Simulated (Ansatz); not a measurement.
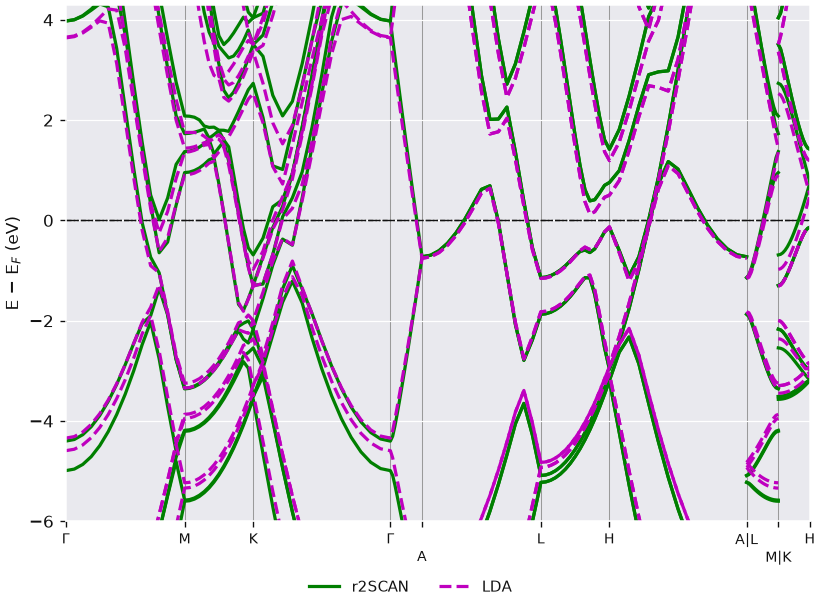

Band structures of Al, space group P6_3/mmc (No. 194), 4 atoms in the cell (a = 2.827 Å, c = 9.186 Å (hexagonal axes)), by two methods on the same cell. Each is counted from its own Fermi level.

Question: How do the methods compare?

Answer: Both give a metal. Levels within 1 eV of the Fermi level in either run differ by 0.09 eV on average and by 0.29 eV at most (between K and Γ). Filled levels 1 to 5 eV under it lie 0.16 eV deeper on average in r2SCAN than in LDA.

Settings. r2SCAN: Ansatz PAW, no spin polarisation, no spin-orbit coupling, 6×6×2 k mesh, 500 eV cutoff, Fermi-Dirac smearing of 0.05 eV (Ansatz). LDA: Ansatz PAW, no spin polarisation, no spin-orbit coupling, 6×6×2 k mesh, 420 eV cutoff, Fermi-Dirac smearing of 0.05 eV (Ansatz 0.2.0).

Bands are joined in order of energy. The k mesh is coarse, so the values aren't converged. The PAW data sets were made with another functional. This isn't the form of Al at room conditions, which is fcc.
